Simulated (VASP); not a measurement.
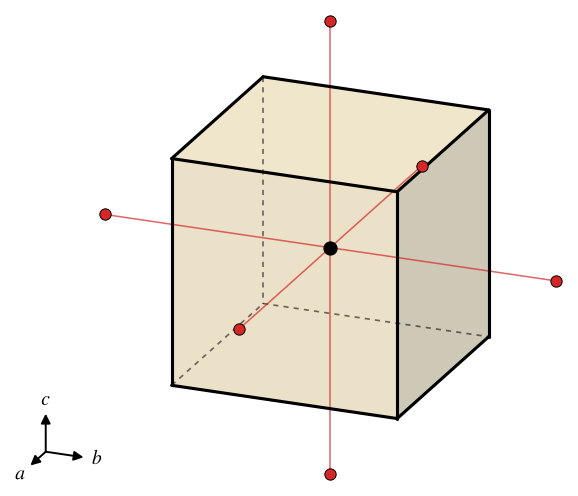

For TiCo, a cell listed in the Materials Project, as set up for an electronic-structure calculation: the Wigner–Seitz cell of the crystal's lattice, with lines to the lattice points that define its faces. Symmetry computed with spglib at a tolerance of 0.002 Å; standard conventional cell.

a = 2.986 Å, b = 2.986 Å, c = 2.986 Å, α = 90.00°, β = 90.00°, γ = 90.00°; space group Pm-3m, No. 221.

**Which of Fedorov's five parallelohedra is it?**

A parallelepiped: 6 faces (6 with 4 edges), 12 edges, 8 vertices. Its volume is that of the primitive cell, 26.6 Å³.

**Which lattice vectors do the faces bisect?**

```
example  length (Å)  faces  edges of each  area (Å²)
      a        2.99      6              4        8.9
```
